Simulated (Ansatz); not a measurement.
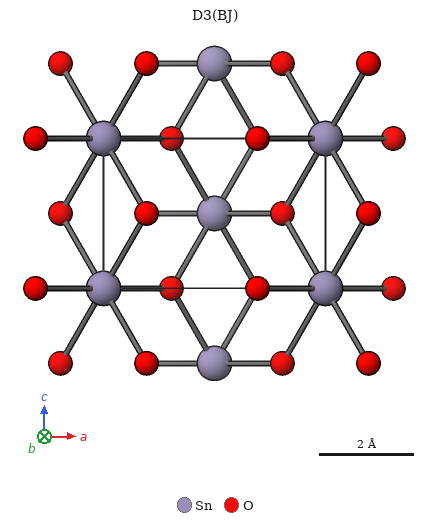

Crystalline SnO₂ (set up in P4_2/mnm), relaxed (cell and atoms) with several dispersion corrections. The picture shows the result with D3(BJ). Style: ball-and-stick. Shown: the cell of the calculation, along the b axis.

Computed with Ansatz 0.2.0: PBEsol, Ansatz PAW. (plane-wave cutoff 420 eV; k-point mesh 6 × 6 × 8; occupations fermi-dirac; smearing width 0.05 eV; no spin polarisation; cell and atoms relaxed; force threshold 0.01 eV/Å)

| dispersion correction | volume (Å³/atom) | a (Å) | c (Å) |
| --- | --- | --- | --- |
| D3(BJ) | 12.015 | 4.744 | 3.204 |
| D4 | 12.052 | 4.749 | 3.206 |
| D3(BJ)-ATM | ? | ? | ? |
| none | 12.176 | 4.769 | 3.212 |

Q: Fill in the missing row.

A: With D3(BJ)-ATM the volume falls between D3(BJ) (12.015) and D4 (12.052). The calculation gives 12.037 Å³/atom (a = 4.747 Å, c = 3.205 Å). In order of volume: D3(BJ) < D3(BJ)-ATM < D4 < none; the spread is 1.3 %.

Each member starts from this one structure; whether another phase lies lower wasn't checked.
